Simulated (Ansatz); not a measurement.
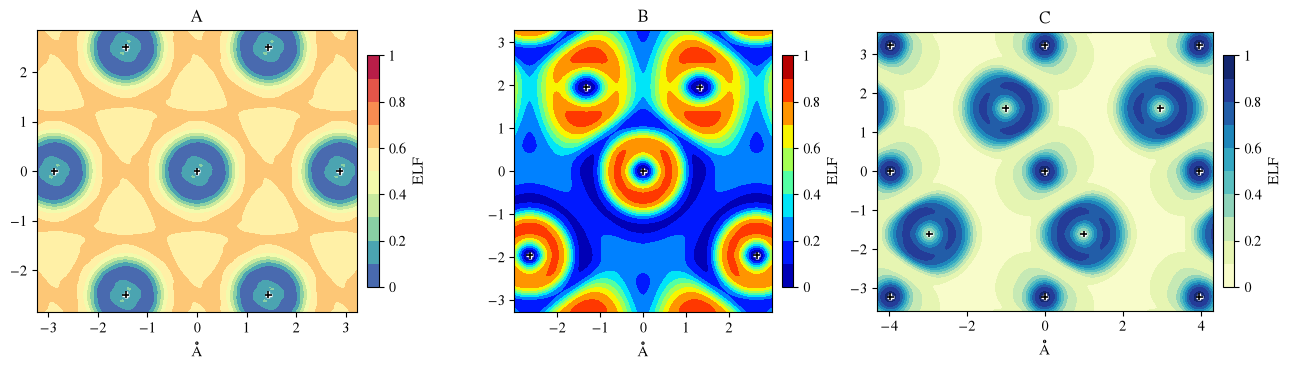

The ELF of 3 systems, each on a plane through atoms (crosses mark nuclei in the plane).

Theory: Kohn-Sham DFT of a periodic cell, r2SCAN, Ansatz PAW (Ansatz 0.2.0).

System 1: CuO, the (101̄) plane of the conventional cell. Space group C2/c; a structure from a database of computed crystals, not necessarily the ambient phase; computed pressure about 12 GPa in this cell.

System 2: ZrC, the (110) plane of the conventional cell. Space group P6₃/mmc; a structure from a database of computed crystals, not necessarily the ambient phase; computed pressure about −2 GPa in this cell.

```xyz
4
Lattice="3.3915 0.0000 0.0000 -1.6957 2.9371 0.0000 0.0000 0.0000 5.2901" Properties=species:S:1:pos:R:3 pbc="T T T"
Zr    1.6958    0.9790    3.9675
Zr    0.0000    1.9581    1.3225
C     0.0000    0.0000    2.6450
C     0.0000    0.0000    0.0000
```

System 3: Al, the (001) plane of the conventional cell. Space group P6₃/mmc; a structure from a database of computed crystals, not necessarily the ambient phase; computed pressure about −4 GPa in this cell.

Question: Match each panel to its system.

Answer: Panel A is system 3, Al: the plane holds Al. Al–Al (2.88 Å): the ELF peaks at about 0.65 between the atoms. Panel B is system 2, ZrC: the plane holds Zr and C. Zr–C (2.36 Å): the ELF peaks at about 0.80 in the valence shell of C, 0.7 Å from its nucleus, and is about 0.20 at the midpoint: no shared electron pair shows on this line. Panel C is system 1, CuO: the plane holds Cu and O. Cu–O (1.90 Å): the ELF peaks at about 0.85 in the valence shell of O, 0.6 Å from its nucleus, and is about 0.20 at the midpoint: no shared electron pair shows on this line.
